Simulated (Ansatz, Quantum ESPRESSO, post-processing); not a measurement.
# Thickness dependence of 1T-SnS2, part 5 of 8

Aim: screening, gap and ionisation potential of 1T-SnS2 against the number of layers.

Quantum ESPRESSO 7.5; plane-wave DFT, PBEsol, GBRV ultrasoft pseudopotentials; geometry by Ansatz 0.2.0 with PAW datasets.

So far. Step 7 (Bands along a path, 1 layer: no field): Along this path the valence top lies between Γ and M and the conduction bottom at M. Step 13 (Potential by pp.x, 2 layers): The slope in the vacuum is 0.100 eV/Å for an applied 0.10 V/Å, as it should be.

## Step 14: Band structure, 2 layers: no field

The input, n2.f0.bands.in:

```
&control
  prefix = 'n2.f0.bands'
  outdir = './out'
  pseudo_dir = './pseudo'
  calculation = 'bands'
  tefield = .true.
  dipfield = .true.
/
&system
  ibrav = 0
  nat = 6
  ntyp = 2
  ecutwfc = 40
  ecutrho = 200
  occupations = 'smearing'
  smearing = 'fd'
  degauss = 0.004
  edir = 3
  emaxpos = 0.97
  eopreg = 0.04
  eamp = 0.0
  nbnd = 30
/
&electrons
  conv_thr = 1e-07
  mixing_beta = 0.4
  electron_maxstep = 120
  mixing_mode = 'local-TF'
/
ATOMIC_SPECIES
  S   32.0600  s_pbesol_v1.4.uspp.F.UPF
  Sn  118.7100  sn_pbesol_v1.4.uspp.F.UPF
CELL_PARAMETERS angstrom
  3.66743814286107 0.00000000000000 -0.00000000000000
  -1.83371907143054 3.17609459852571 -0.00000000000000
  -0.00000000000000 -0.00000000000000 23.93033368530000
ATOMIC_POSITIONS crystal
  S   0.666666666667 0.333333333333 0.316645672897
  Sn  0.000000000000 0.000000000000 0.378600304442
  S   0.333333333333 0.666666666667 0.440435154851
  S   0.666666666667 0.333333333333 0.559564817876
  Sn  0.000000000000 0.000000000000 0.621399754467
  S   0.333333333333 0.666666666667 0.683354295467
K_POINTS crystal_b
4
  0.0000000000 0.0000000000 0.0000000000 12
  0.5000000000 0.0000000000 0.0000000000 12
  0.3333333333 0.3333333333 0.0000000000 12
  0.0000000000 0.0000000000 0.0000000000 1
```

On the command line:

```
$ cp -r out/n2.f0.save out/n2.f0.bands.save
$ cp out/n2.f0.xml out/n2.f0.bands.xml
$ OMP_NUM_THREADS=1 mpirun -n 4 pw.x -nk 4 -in n2.f0.bands.in > n2.f0.bands.out
```

What it wrote:

```text
[banner, memory and clock lines left out]
Program PWSCF v.7.5 starts

          URL

     Presently no symmetry can be used with electric field

     Atomic positions and unit cell read from directory:
     ./out/n2.f0.bands.save/

     G-vector sticks info

     bravais-lattice index     =            0
     lattice parameter (alat)  =       6.9305  a.u.
     unit-cell volume          =    1881.0554 (a.u.)^3
     number of atoms/cell      =            6
     number of atomic types    =            2
     number of electrons       =        52.00
     number of Kohn-Sham states=           30
     kinetic-energy cutoff     =      40.0000  Ry
     charge density cutoff     =     200.0000  Ry
     Exchange-correlation= SLA  PW   PSX  PSC
                           (   1   4  10   8   0   0   0)

     celldm(1)=   6.930454  celldm(2)=   0.000000  celldm(3)=   0.000000
     celldm(4)=   0.000000  celldm(5)=   0.000000  celldm(6)=   0.000000

     crystal axes: (cart. coord. in units of alat)
               a(1) = (   1.000000   0.000000  -0.000000 )
               a(2) = (  -0.500000   0.866025  -0.000000 )
               a(3) = (  -0.000000  -0.000000   6.525082 )

     reciprocal axes: (cart. coord. in units 2 pi/alat)
               b(1) = (  1.000000  0.577350  0.000000 )
               b(2) = (  0.000000  1.154701  0.000000 )
               b(3) = (  0.000000  0.000000  0.153255 )

     PseudoPot. # 1 for S  read from file:
     ./pseudo/s_pbesol_v1.4.uspp.F.UPF
     Pseudo is Ultrasoft + core correction, Zval =  6.0
     Generated by new atomic code, or converted to UPF format
     Using radial grid of  907 points,  6 beta functions with:
                l(1) =   0
                l(2) =   0
                l(3) =   1
                l(4) =   1
                l(5) =   2
                l(6) =   2
     Q(r) pseudized with  8 coefficients,  rinner =    1.300   1.300   1.300
                                                       1.300   1.300

     PseudoPot. # 2 for Sn read from file:
     ./pseudo/sn_pbesol_v1.4.uspp.F.UPF
     Pseudo is Ultrasoft + core correction, Zval = 14.0
     Generated by new atomic code, or converted to UPF format
     Using radial grid of  891 points,  6 beta functions with:
                l(1) =   0
                l(2) =   0
                l(3) =   1
                l(4) =   1
                l(5) =   2
                l(6) =   2
     Q(r) pseudized with  8 coefficients,  rinner =    1.350   1.350   1.350
                                                       1.350   1.350

     atomic species   valence    mass     pseudopotential
     S                 6.00    32.06000     S ( 1.00)
     Sn               14.00   118.71000     Sn( 1.00)

     No symmetry found

   Cartesian axes

     site n.     atom                  positions (alat units)
         1        S      tau(   1) = (   0.5000000   0.2886751   2.0661389  )
         2        Sn     tau(   2) = (   0.0000000   0.0000000   2.4703979  )
         3        S      tau(   3) = (  -0.0000000   0.5773503   2.8738754  )
         4        S      tau(   4) = (   0.5000000   0.2886751   3.6512062  )
         5        Sn     tau(   5) = (   0.0000000   0.0000000   4.0546842  )
         6        S      tau(   6) = (  -0.0000000   0.5773503   4.4589426  )

     number of k points=    37  Fermi-Dirac smearing, width (Ry)=  0.0040
                       cart. coord. in units 2pi/alat
        k(    1) = (   0.0000000   0.0000000   0.0000000), wk =   0.0540541
        k(    2) = (   0.0416667   0.0240563   0.0000000), wk =   0.0540541
        k(    3) = (   0.0833333   0.0481125   0.0000000), wk =   0.0540541
        k(    4) = (   0.1250000   0.0721688   0.0000000), wk =   0.0540541
        k(    5) = (   0.1666667   0.0962250   0.0000000), wk =   0.0540541
        k(    6) = (   0.2083333   0.1202813   0.0000000), wk =   0.0540541
        k(    7) = (   0.2500000   0.1443376   0.0000000), wk =   0.0540541
        k(    8) = (   0.2916667   0.1683938   0.0000000), wk =   0.0540541
        k(    9) = (   0.3333333   0.1924501   0.0000000), wk =   0.0540541
        k(   10) = (   0.3750000   0.2165064   0.0000000), wk =   0.0540541
        k(   11) = (   0.4166667   0.2405626   0.0000000), wk =   0.0540541
        k(   12) = (   0.4583333   0.2646189   0.0000000), wk =   0.0540541
        k(   13) = (   0.5000000   0.2886751   0.0000000), wk =   0.0540541
        k(   14) = (   0.4861111   0.3127314   0.0000000), wk =   0.0540541
        k(   15) = (   0.4722222   0.3367877   0.0000000), wk =   0.0540541
        k(   16) = (   0.4583333   0.3608439   0.0000000), wk =   0.0540541
        k(   17) = (   0.4444444   0.3849002   0.0000000), wk =   0.0540541
        k(   18) = (   0.4305556   0.4089564   0.0000000), wk =   0.0540541
        k(   19) = (   0.4166667   0.4330127   0.0000000), wk =   0.0540541
        k(   20) = (   0.4027778   0.4570690   0.0000000), wk =   0.0540541
        k(   21) = (   0.3888889   0.4811252   0.0000000), wk =   0.0540541
        k(   22) = (   0.3750000   0.5051815   0.0000000), wk =   0.0540541
        k(   23) = (   0.3611111   0.5292377   0.0000000), wk =   0.0540541
        k(   24) = (   0.3472222   0.5532940   0.0000000), wk =   0.0540541
        k(   25) = (   0.3333333   0.5773503   0.0000000), wk =   0.0540541
        k(   26) = (   0.3055556   0.5292377   0.0000000), wk =   0.0540541
        k(   27) = (   0.2777778   0.4811252   0.0000000), wk =   0.0540541
        k(   28) = (   0.2500000   0.4330127   0.0000000), wk =   0.0540541
        k(   29) = (   0.2222222   0.3849002   0.0000000), wk =   0.0540541
        k(   30) = (   0.1944444   0.3367877   0.0000000), wk =   0.0540541
        k(   31) = (   0.1666667   0.2886751   0.0000000), wk =   0.0540541
        k(   32) = (   0.1388889   0.2405626   0.0000000), wk =   0.0540541
        k(   33) = (   0.1111111   0.1924501   0.0000000), wk =   0.0540541
        k(   34) = (   0.0833333   0.1443376   0.0000000), wk =   0.0540541
        k(   35) = (   0.0555556   0.0962250   0.0000000), wk =   0.0540541
        k(   36) = (   0.0277778   0.0481125   0.0000000), wk =   0.0540541
        k(   37) = (   0.0000000   0.0000000   0.0000000), wk =   0.0540541

     Dense  grid:    89939 G-vectors     FFT dimensions: (  32,  32, 216)

     Smooth grid:    63999 G-vectors     FFT dimensions: (  27,  27, 192)

     The potential is recalculated from file :
     ./out/n2.f0.bands.save/charge-density

     negative rho (up, down):  4.866E-05 0.000E+00

     Adding external electric field

     Computed dipole along edir(3) :
        Dipole               -0.0000 Ry au,         -0.0001 Debye
        Dipole field         -0.0000 Ry au,

[...]
-0.8025  -0.6079   1.1026   1.2555   4.2194   4.3318

          k = 0.4722 0.3368 0.0000 (  8045 PWs)   bands (ev):

   -21.1777 -21.1774 -21.0742 -21.0739 -21.0735 -21.0733 -21.0076 -21.0073
   -21.0054 -21.0052 -12.0137 -11.9486 -11.4545 -11.4172  -7.2174  -7.1321
    -4.8999  -4.6278  -2.8681  -2.8414  -2.6715  -2.2787  -1.1143  -0.8759
    -0.8298  -0.6696   1.2038   1.3400   4.3478   4.4302

          k = 0.4583 0.3608 0.0000 (  8043 PWs)   bands (ev):

   -21.1750 -21.1747 -21.0767 -21.0764 -21.0719 -21.0717 -21.0079 -21.0076
   -21.0071 -21.0068 -11.9899 -11.9260 -11.4458 -11.4098  -7.2198  -7.1447
    -4.8657  -4.5931  -3.0183  -2.9747  -2.6931  -2.3413  -1.1334  -0.9340
    -0.8614  -0.7106   1.3572   1.4596   4.5456   4.5786

          k = 0.4444 0.3849 0.0000 (  8045 PWs)   bands (ev):

   -21.1714 -21.1711 -21.0801 -21.0799 -21.0696 -21.0694 -21.0093 -21.0090
   -21.0083 -21.0080 -11.9572 -11.8952 -11.4347 -11.4007  -7.2244  -7.1631
    -4.8181  -4.5449  -3.2069  -3.1297  -2.7124  -2.4428  -1.1546  -1.0629
    -0.8874  -0.7072   1.5438   1.5908   4.7541   4.7918

          k = 0.4306 0.4090 0.0000 (  8033 PWs)   bands (ev):

   -21.1669 -21.1666 -21.0843 -21.0841 -21.0668 -21.0665 -21.0120 -21.0117
   -21.0089 -21.0086 -11.9163 -11.8567 -11.4226 -11.3911  -7.2321  -7.1875
    -4.7576  -4.4835  -3.4070  -3.2904  -2.7434  -2.5823  -1.2123  -1.1718
    -0.9049  -0.6923   1.7116   1.7436   4.9277   5.0582

          k = 0.4167 0.4330 0.0000 (  8051 PWs)   bands (ev):

   -21.1617 -21.1615 -21.0893 -21.0891 -21.0633 -21.0631 -21.0151 -21.0148
   -21.0095 -21.0092 -11.8681 -11.8117 -11.4108 -11.3827  -7.2438  -7.2180
    -4.6848  -4.4094  -3.6012  -3.4441  -2.7975  -2.7523  -1.3482  -1.1826
    -0.9145  -0.6803   1.8061   1.9379   5.0740   5.2906

          k = 0.4028 0.4571 0.0000 (  8059 PWs)   bands (ev):

   -21.1561 -21.1558 -21.0949 -21.0946 -21.0594 -21.0592 -21.0185 -21.0183
   -21.0102 -21.0099 -11.8137 -11.7613 -11.4014 -11.3777  -7.2600  -7.2535
    -4.6007  -4.3234  -3.7770  -3.5810  -2.9421  -2.8829  -1.4497  -1.1904
    -0.9164  -0.6751   1.8676   2.1114   5.1845   5.3738

          k = 0.3889 0.4811 0.0000 (  8057 PWs)   bands (ev):

   -21.1501 -21.1498 -21.1009 -21.1006 -21.0551 -21.0548 -21.0221 -21.0219
   -21.0110 -21.0107 -11.7544 -11.7069 -11.3967 -11.3785  -7.2921  -7.2802
    -4.5068  -4.2268  -3.9257  -3.6944  -3.1401  -3.0010  -1.5069  -1.2020
    -0.9089  -0.6781   1.8980   2.2532   5.2627   5.3339

          k = 0.3750 0.5052 0.0000 (  8051 PWs)   bands (ev):

   -21.1439 -21.1437 -21.1071 -21.1069 -21.0505 -21.0502 -21.0259 -21.0257
   -21.0118 -21.0115 -11.6918 -11.6503 -11.3993 -11.3878  -7.3306  -7.3030
    -4.4058  -4.1222  -4.0417  -3.7802  -3.3347  -3.1432  -1.5205  -1.2247
    -0.8903  -0.6901   1.9053   2.3575   5.2860   5.3124

          k = 0.3611 0.5292 0.0000 (  8049 PWs)   bands (ev):

   -21.1377 -21.1375 -21.1135 -21.1132 -21.0458 -21.0456 -21.0298 -21.0295
   -21.0125 -21.0123 -11.6277 -11.5935 -11.4119 -11.4082  -7.3644  -7.3251
    -4.3040  -4.1236  -4.0126  -3.8368  -3.5128  -3.2932  -1.4985  -1.2628
    -0.8607  -0.7114   1.9001   2.4244   5.2623   5.3345

          k = 0.3472 0.5533 0.0000 (  8053 PWs)   bands (ev):

   -21.1316 -21.1314 -21.1197 -21.1194 -21.0413 -21.0411 -21.0336 -21.0333
   -21.0131 -21.0128 -11.5647 -11.5400 -11.4411 -11.4364  -7.3885  -7.3421
    -4.2170  -4.1689  -3.9149  -3.8651  -3.6526  -3.4247  -1.4501  -1.3166
    -0.8230  -0.7420   1.8919   2.4586   5.2678   5.3291

          k = 0.3333 0.5774 0.0000 (  8073 PWs)   bands (ev):

   -21.1260 -21.1258 -21.1254 -21.1252 -21.0373 -21.0373 -21.0371 -21.0371
   -21.0134 -21.0131 -11.5140 -11.5139 -11.4666 -11.4663  -7.3976  -7.3490
    -4.1809  -4.1809  -3.8707  -3.8707  -3.7102  -3.4846  -1.3838  -1.3838
    -0.7811  -0.7811   1.8880   2.4681   5.2987   5.2987

          k = 0.3056 0.5292 0.0000 (  8049 PWs)   bands (ev):

   -21.1363 -21.1360 -21.1147 -21.1145 -21.0441 -21.0438 -21.0323 -21.0321
   -21.0120 -21.0117 -11.6574 -11.6197 -11.3946 -11.3863  -7.3540  -7.3124
    -4.2938  -4.1338  -3.9888  -3.8202  -3.5402  -3.3003  -1.5409  -1.2308
    -0.8704  -0.7003   1.9088   2.4463   5.1886   5.4030

          k = 0.2778 0.4811 0.0000 (  8061 PWs)   bands (ev):

   -21.1440 -21.1437 -21.1052 -21.1049 -21.0497 -21.0495 -21.0319 -21.0317
   -21.0087 -21.0084 -11.8807 -11.8223 -11.3493 -11.3115  -7.2143  -7.1876
    -4.4061  -4.1879  -3.9146  -3.7117  -3.2300  -2.9810  -1.6888  -1.1554
    -0.8827  -0.6448   1.9725   2.4112   5.0724   5.4739

          k = 0.2500 0.4330 0.0000 (  8063 PWs)   bands (ev):

   -21.1482 -21.1479 -21.0973 -21.0970 -21.0538 -21.0535 -21.0340 -21.0338
   -21.0064 -21.0062 -12.1537 -12.0788 -11.3534 -11.2824  -6.9837  -6.9704
    -4.4034  -4.2145  -3.6915  -3.5940  -2.8838  -2.6306  -1.7703  -1.2281
    -0.7457  -0.6325   2.0678   2.3857   5.0065   5.4155

          k = 0.2222 0.3849 0.0000 (  8069 PWs)   bands (ev):

   -21.1486 -21.1483 -21.0913 -21.0911 -21.0561 -21.0559 -21.0369 -21.0367
   -21.0073 -21.0070 -12.4517 -12.3648 -11.4089 -11.3044  -6.6875  -6.6772
    -4.2672  -4.1107  -3.4988  -3.4329  -2.5309  -2.2745  -1.7372  -1.2986
    -0.6693  -0.5946   2.1795   2.3749   5.0064   5.3109

          k = 0.1944 0.3368 0.0000 (  8069 PWs)   bands (ev):

   -21.1455 -21.1453 -21.0875 -21.0873 -21.0566 -21.0564 -21.0398 -21.0395
   -21.0116 -21.0114 -12.7519 -12.6568 -11.5080 -11.3729  -6.3657  -6.3368
    -4.0059  -3.8726  -3.4101  -3.1714  -2.1917  -1.9313  -1.5838  -1.2955
    -0.7460  -0.4798   2.2975   2.3805   5.0366   5.2303

          k = 0.1667 0.2887 0.0000 (  8043 PWs)   bands (ev):

   -21.1396 -21.1393 -21.0861 -21.0859 -21.0555 -21.0552 -21.0423 -21.0421
   -21.0187 -21.0185 -13.0362 -12.9357 -11.6361 -11.4753  -6.0707  -5.9869
    -3.6476  -3.5129  -3.2537  -2.9177  -1.8868  -1.6168  -1.3554  -1.1959
    -0.8379  -0.4138   2.4071   2.4172   5.0073   5.1461

          k = 0.1389 0.2406 0.0000 (  8025 PWs)   bands (ev):

   -21.1319 -21.1316 -21.0871 -21.0868 -21.0528 -21.0526 -21.0449 -21.0446
   -21.0268 -21.0266 -13.2917 -13.1877 -11.7762 -11.5954  -5.8531  -5.6696
    -3.2398  -3.0531  -2.9368  -2.6491  -1.6461  -1.3382  -1.1235  -1.0241
    -0.8929  -0.3937   2.4595   2.5270   4.8425   4.9543

          k = 0.1111 0.1925 0.0000 (  8009 PWs)   bands (ev):

   -21.1236 -21.1233 -21.0902 -21.0899 -21.0491 -21.0489 -21.0487 -21.0485
   -21.0331 -21.0328 -13.5094 -13.4032 -11.9124 -11.7168  -5.7321  -5.4204
    -2.7907  -2.5221  -2.4595  -2.3262  -1.5120  -1.0987  -0.9885  -0.8366
    -0.8012  -0.4065   2.5304   2.5821   4.5720   4.6354

          k = 0.0833 0.1443 0.0000 (  7987 PWs)   bands (ev):

   -21.1159 -21.1157 -21.0947 -21.0945 -21.0542 -21.0539 -21.0449 -21.0446
   -21.0360 -21.0357 -13.6835 -13.5759 -12.0315 -11.8255  -5.6863  -5.2529
    -2.2871  -1.9689  -1.9309  -1.9243  -1.4638  -0.9065  -0.8834  -0.6852
    -0.6441  -0.4329   2.4936   2.5838   4.2368   4.2450

          k = 0.0556 0.0962 0.0000 (  7947 PWs)   bands (ev):

   -21.1099 -21.1097 -21.0996 -21.0994 -21.0591 -21.0588 -21.0410 -21.0407
   -21.0369 -21.0367 -13.8101 -13.7016 -12.1234 -11.9106  -5.6802  -5.1562
    -1.8571  -1.5212  -1.5093  -1.4090  -1.2846  -0.7668  -0.7550  -0.6094
    -0.5367  -0.4488   2.2237   2.5632   3.8146   3.8456

          k = 0.0278 0.0481 0.0000 (  7915 PWs)   bands (ev):

   -21.1061 -21.1059 -21.1034 -21.1032 -21.0622 -21.0619 -21.0382 -21.0380
   -21.0371 -21.0369 -13.8869 -13.7779 -12.1813 -11.9647  -5.6865  -5.1092
    -1.7445  -1.1377  -1.1115  -1.0040  -1.0020  -0.6929  -0.5969  -0.5962
    -0.5014  -0.4541   1.8970   2.4688   3.4425   3.4807

          k = 0.0000 0.0000 0.0000 (  7897 PWs)   bands (ev):

   -21.1048 -21.1048 -21.1046 -21.1046 -21.0633 -21.0630 -21.0372 -21.0372
   -21.0369 -21.0369 -13.9126 -13.8035 -12.2010 -11.9832  -5.6902  -5.0955
    -1.7371  -0.9310  -0.9310  -0.8692  -0.8692  -0.7281  -0.5501  -0.5501
    -0.4725  -0.4725   1.7417   2.4103   3.2897   3.3233

     XML data file, pseudopotentials, collected wavefunctions

                                        0.00s GPU  (     520 calls)
```

Run time: 60 s. Hardware: 4 MPI ranks of Arm Neoverse V1, shared host; peak memory 0.44 GiB.

This step gave:

| Item | Value |
| --- | --- |
| dipole along the normal | -2.08e-5 e·Å |
| valence top, on the run's zero | -0.3594 eV |
| conduction bottom, on the run's zero | 1.067 eV |
| gap by band count | 1.427 eV |

Band numbers count within the set of bands kept for display. The electronic bands at the labelled points (eV, zero at the highest filled level of the SCF mesh; v1 is the highest filled band, c1 the lowest empty one):

```tsv
point	v4	v3	v2	v1	c1	c2	c3	c4
Γ	-0.19	-0.19	-0.11	-0.11	2.10	2.77	3.65	3.68
M	-0.74	-0.52	-0.43	-0.22	1.43	1.58	4.53	4.66
K	-1.02	-1.02	-0.42	-0.42	2.25	2.83	5.66	5.66
Γ	-0.19	-0.19	-0.11	-0.11	2.10	2.77	3.65	3.68
```

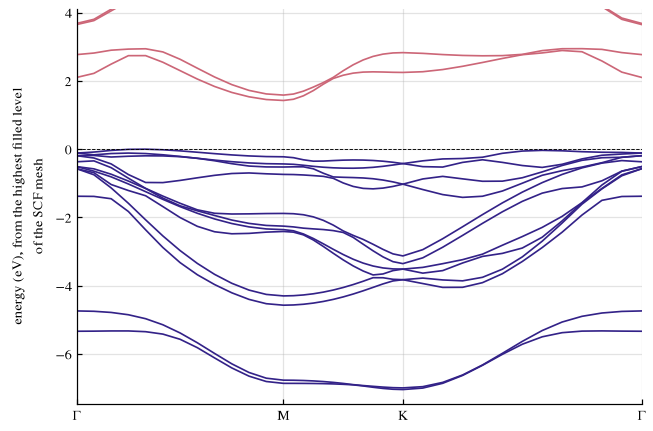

Electronic bands along the path; lines of filled and empty bands in two colours.

Along this path the valence top lies between Γ and M and the conduction bottom at M.

## Step 15: Polarisability from the dipole between 0 and 0.1 V/A, 2 layers

This step gave:

```
polarisability a cell      : 9.081 Å³
sheet polarisability 4πα/A : 9.797 Å
```

Table of change of the potential energy, second field less first by z:

```tsv
z (Å)	change of the potential energy, second field less first (eV)
0	-0.353
2	-0.506
4	-0.306
6	-0.115
8	-0.0476
10	-0.0351
12	0.00132
14	0.0347
16	0.0474
18	0.121
20	0.314
22	0.514
```

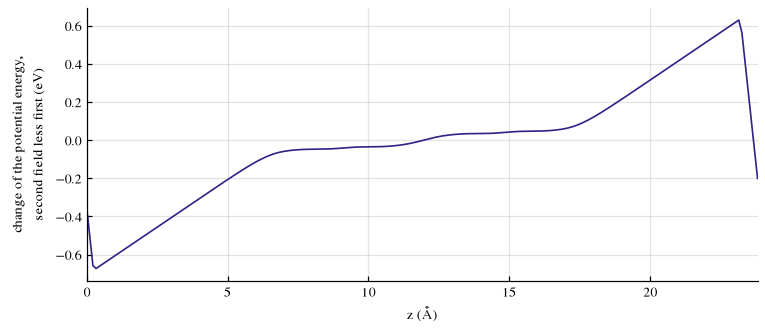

Change of the potential energy, second field less first, plotted against z.

[end of part 5 of 8]

[Logs are printed without paths, hosts, clocks, repeated set-up lines and the standing remarks that a program may print on its own settings, such as how far it seeks lower states.]

[Hosts, paths, dates, database ids (printed as entryN), source tags and the programs' standing remarks are cut or masked in the printed files.]

[Maps of the electrostatic potential energy from Ansatz leave out the sawtooth potential of an applied field or a dipole correction, so their vacuum need not be flat; planar profiles and work functions include it.]
